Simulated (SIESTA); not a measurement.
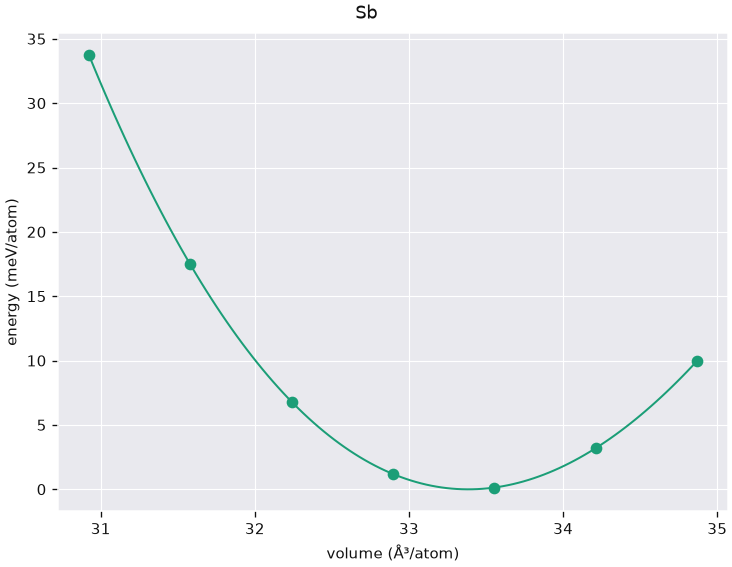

The plot gives the computed energy against volume for Sb, space group I4/mcm (No. 140).

Structure:
```
CELL_PARAMETERS angstrom
-4.03001 4.03001 2.02549
4.03001 -4.03001 2.02549
4.03001 4.03001 -2.02549
ATOMIC_POSITIONS crystal
Sb 0.65126 0.15126 0.80253
Sb 0.15126 0.34874 0.50000
Sb 0.34874 0.84874 0.19747
Sb 0.84874 0.65126 0.50000
```

How it was computed, with SIESTA 5.4.2: DFT in numerical atomic orbitals with pseudopotentials, no spin polarisation; energies at scaled volumes of the given cell, shape and fractions fixed, counted from the fit's minimum, third-order Birch-Murnaghan fit. Level: PBEsol.

k mesh 7×7×7; occupations Fermi–Dirac; smearing width 0.05 eV; potentials PseudoDojo 0.4 standard, converted to PSML, two zetas on semicore shells; program settings basis DZP, mesh cutoff 500 Ry.

From this curve and the settings, what does the calculation give for the pressure at the same points?

The pressure falls from 4.71 GPa at volume 30.92 Å³/atom to −2.06 GPa at 34.87 Å³/atom, and changes sign near 33.39 Å³/atom.

```csv
volume (Å³/atom),pressure (GPa)
30.92,4.71
31.58,3.25
32.24,1.98
32.90,0.80
33.55,-0.27
34.21,-1.21
34.87,-2.06
```

Limits of the calculation: mulliken charges of long orbitals; shape and atomic fractions are frozen while scaling, which makes layered, chain and framework solids too stiff.
